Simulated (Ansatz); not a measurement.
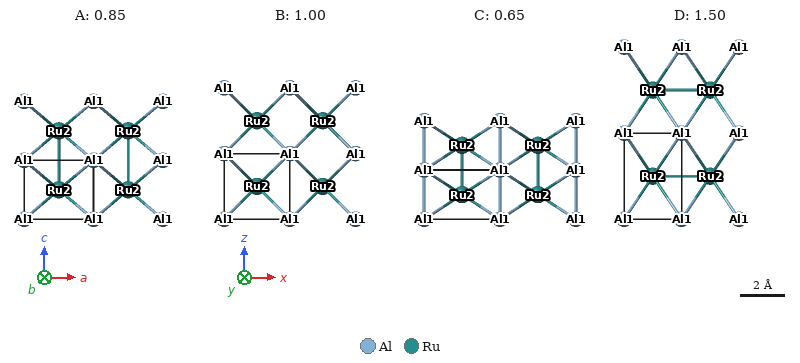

Crystalline AlRu (Pm-3m): the ratio of the cell's length along z to its lengths across, counted as 1 for the reference, is changed at fixed volume (a tetragonal or Bain path), with the atoms kept at their fractional coordinates. x, y and z are the Cartesian axes of the input. Style: ball-and-stick. Shown: the cell of the calculation, repeated 2 × 2 × 2 with one cell outlined, along the b axis.

Method: DFT PBE, scalar-relativistic, plane waves, PAW (Ansatz 0.2.0). (plane-wave cutoff 420 eV; k-point mesh 18 × 18 × 18; occupations gaussian; smearing width 0.15 eV; no spin polarisation). Energies (free energies at the smearing named) are counted from the cell as listed in its source, which wasn't relaxed.

Q: Order these geometries by energy, lowest first.

A: Lowest first: B (the relative ratio 1.00, 0 meV/atom), A (the relative ratio 0.85, 152 meV/atom), D (the relative ratio 1.50, 444 meV/atom), C (the relative ratio 0.65, 1176 meV/atom). Over the whole scan: of the computed points the lowest is at the relative ratio 1.00, 0 meV/atom. The end points stand at 1176 meV/atom (0.65) and 444 meV/atom (1.50). The unrelaxed reference is under a pressure of 2.6 GPa. The distortion takes the space group from Pm-3m to P4/mmm. At the relative ratio 1.50 the cell of the drawing goes a 2.992 → 2.613 Å, b 2.992 → 2.613 Å, c 2.992 → 3.920 Å.
